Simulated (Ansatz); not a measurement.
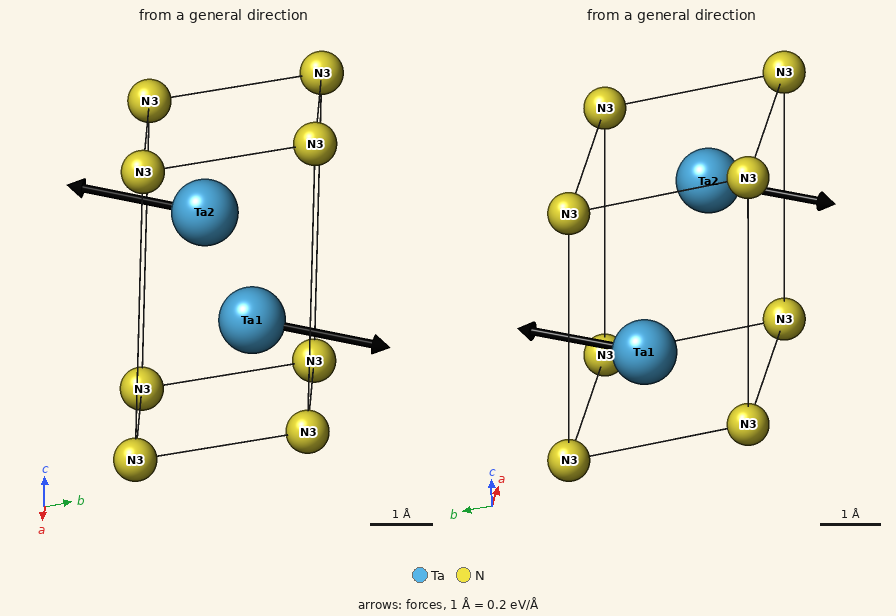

Crystal structure, spheres-only style, seen from two general directions. The frame is the cell (the run's own, in a reduced setting); atoms at its boundary are shown with their periodic copies. The arrows are the computed forces on the atoms.

System: Ta₂N. Setup: DFT PBE, scalar-relativistic, plane waves, PAW in Ansatz 0.2.0; plane waves up to 420 eV, k-points about 0.16 Å⁻¹ apart, Gaussian smearing of 0.1 eV, no spin polarisation.

> Is this geometry relaxed?

No. The atoms still feel forces of up to about 0.37 eV/Å, far above a usual threshold of 0.01 to 0.03 eV/Å.

> Which atom is furthest from force balance?

Ta1 and Ta2, about 0.37 eV/Å.

Source of the structure: a structure listed in the Materials Project. The cell was then strained or its atoms displaced on purpose. It went into a calculation with Ansatz.
